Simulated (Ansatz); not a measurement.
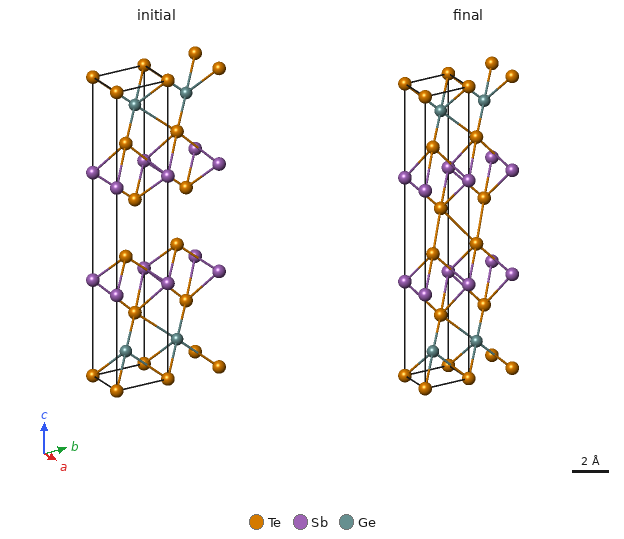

The structure of crystalline Ge2Sb2Te5 (set up in P-3m1) before (left) and after (right) a relaxation, at one scale.

A ball-and-stick model of the cell of the calculation, repeated 1 × 2 × 1 with one cell outlined, seen slightly off an axis.

The run lets cell and atoms move.

Theory: Kohn-Sham DFT of a periodic cell, PBE, Ansatz PAW (Ansatz).

The input:
```yaml
crystal:
  lattice:
    - [4.2940644248, 0.0, 0.0]
    - [-2.1470322124, 3.7187688774, 0.0]
    - [0.0, 0.0, 17.101346]
  atoms:
    - { symbol: Te, position: [0.6666666667, 0.3333333333, 0.419892] }
    - { symbol: Te, position: [0.3333333333, 0.6666666667, 0.580108] }
    - { symbol: Te, position: [0.3333333333, 0.6666666667, 0.201542] }
    - { symbol: Te, position: [0.6666666667, 0.3333333333, 0.798458] }
    - { symbol: Te, position: [0.0, 0.0, 0.0] }
    - { symbol: Sb, position: [0.0, 0.0, 0.320068] }
    - { symbol: Sb, position: [0.0, 0.0, 0.679932] }
    - { symbol: Ge, position: [0.6666666667, 0.3333333333, 0.102895] }
    - { symbol: Ge, position: [0.3333333333, 0.6666666667, 0.897105] }
hamiltonian:
  xc: pbe
  pseudopotentials: { kind: paw }
kpoints:
  mp_grid: { grid: [5, 5, 2] }
scf:
  occupations: { method: fermi_dirac, width: 0.05 }
output:
  forces: true
  stress: true
  eigenvalues: true
  write_density: true
  write_potential: true
  elf: true
  volumetric_format: npy
relax:
  f_tol: 0.01
  max_steps: 40
  cell: { stress_tol: 0.05, p_target: 30.0 }
```

Command:
```bash
ansatz run input.yaml --threads 4 --pin off --max-ram 11264MiB --backend cpu --events-out ev --progress --plain --runs-dir out
```

Describe what moved and what it gained.

Answer. The largest moves relative to the cell, 0.25 Å, are those of Te atoms. Largest moves by element: Te 0.25 Å, Sb 0.03 Å, Ge 0.03 Å. The drawn cell changes as follows: a = b 4.294 → 3.653 Å (−14.9 %), c 17.101 → 16.721 Å (−2.2 %); the volume changes by −29.2 %. Near-neighbour distances that change, for instance: Te–Te 3.695 → 3.028 Å, Ge–Te 3.040 → 2.703 Å, Ge–Te 2.999 → 2.674 Å, Sb–Te 3.202 → 2.940 Å. New bonds form, among them: Te–Te (3.70 → 3.03 Å). Among the angles between lasting bonds that change: Te–Sb–Te 91.0° → 80.3°, Sb–Te–Sb 91.0° → 80.3°, Te–Sb–Te 92.3° → 101.4°. The space group stays P-3m1 (No. 164). Over 8 accepted moves (10 points after the start) the energy rises by 639 meV per atom. With the target pressure of 30 GPa, the enthalpy E + pV changes by −1022 meV per atom. Largest force component: 0.12 eV/Å at the start, 0.0031 eV/Å at the end. The pressure goes from 0.30 to 29.99 GPa. The line search rejected the trial step at point 8 of the run. The SCF was repeated once at an unchanged geometry on a basis and grid sized afresh for the cell, which shifted the energy by 1.2 meV per atom at most.
